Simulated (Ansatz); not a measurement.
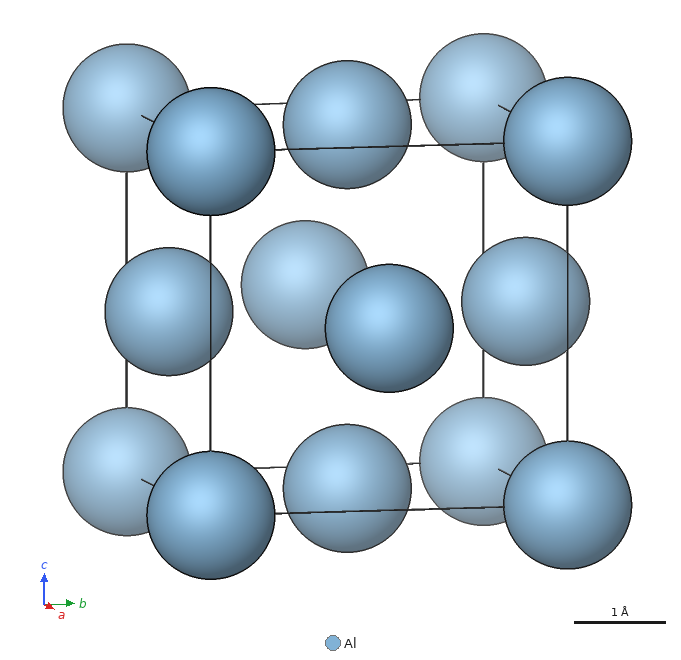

This spheres-only model is shown slightly off an axis. The parallelepiped is the conventional unit cell.

Al, face-centred cubic (Cu type), space group Fm-3m (No. 225), a = 4.040 Å, b = 4.040 Å, c = 4.040 Å, α = 90.00°, β = 90.00°, γ = 90.00°. Provenance: a random cell made by a generator, so it need not be a real form of the element. Earlier steps of the study, as a rule a relaxation of our own, may have changed the cell and positions, so they can lie some per cent off the listed ones. It was run through Ansatz as a DFT input.

This one geometry was computed with Ansatz (DFT, plane waves, PAW) at three levels of theory: PBEsol, r2SCAN and PBE.

Which level gives the highest pressure at this volume, and what does that say about its equilibrium volume?

Highest: PBE (0.0 GPa), which points to the largest equilibrium volume. Lowest, with the smallest volume: r2SCAN (-3.0 GPa). Levels within 0.5 GPa of each other can't be told apart.

How does the band gap change with the level of theory?

All levels give a metal.

Collect the results in a table.

| level | cutoff (eV) | k-mesh of the run's cell | gap (eV) | pressure (GPa) |
| --- | --- | --- | --- | --- |
| PBEsol | 420 | 28×28×28 | metal | -1.5 |
| r2SCAN | 500 | 28×28×28 | metal | -3.0 |
| PBE | 420 | 28×28×28 | metal | 0.0 |

Gaps are taken on the k-mesh or band path of each run.
